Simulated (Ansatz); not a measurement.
```cif
data_structure
_symmetry_space_group_name_H-M 'P 1'
_symmetry_Int_Tables_number 1
_cell_length_a 3.9401
_cell_length_b 3.9401
_cell_length_c 3.9401
_cell_angle_alpha 90.000
_cell_angle_beta 90.000
_cell_angle_gamma 90.000
_cell_volume 61.17
loop_
_atom_site_label
_atom_site_type_symbol
_atom_site_fract_x
_atom_site_fract_y
_atom_site_fract_z
_atom_site_occupancy
Pt1 Pt 0.00000 0.00000 0.00000 1
Pt2 Pt 0.50000 0.50000 0.00000 1
Pt3 Pt 0.50000 0.00000 0.50000 1
Pt4 Pt 0.00000 0.50000 0.50000 1
```

Space group Fm-3m; a generated structure, not necessarily the stable one.

These are results of Ansatz, DFT r2SCAN, scalar-relativistic, plane waves, PAW, not measurements.

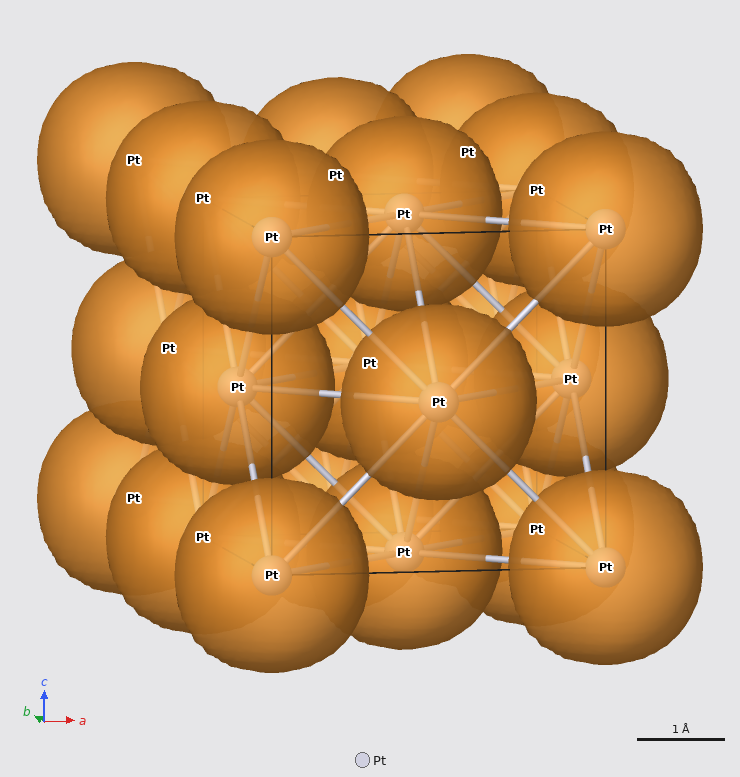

Pt. Isosurface of the valence pseudo-density at 0.5 e/Å³ (orange), seen slightly off an axis. Sticks mark near contacts.

> How is the density connected at this value?

At this value the density breaks into separate islands; it holds about 85 % of the electrons treated as valence (semicore included). It bridges none of the near contacts. It is pinched off along the shortest Pt–Pt (2.79 Å) contacts. On the grid the lowest density along these lines, outside the cores, is 0.36 e/Å³ (Pt–Pt, 2.79 Å).

> Does the calculation give a band gap?

It is metallic or semimetallic at this level of theory: no gap opens.
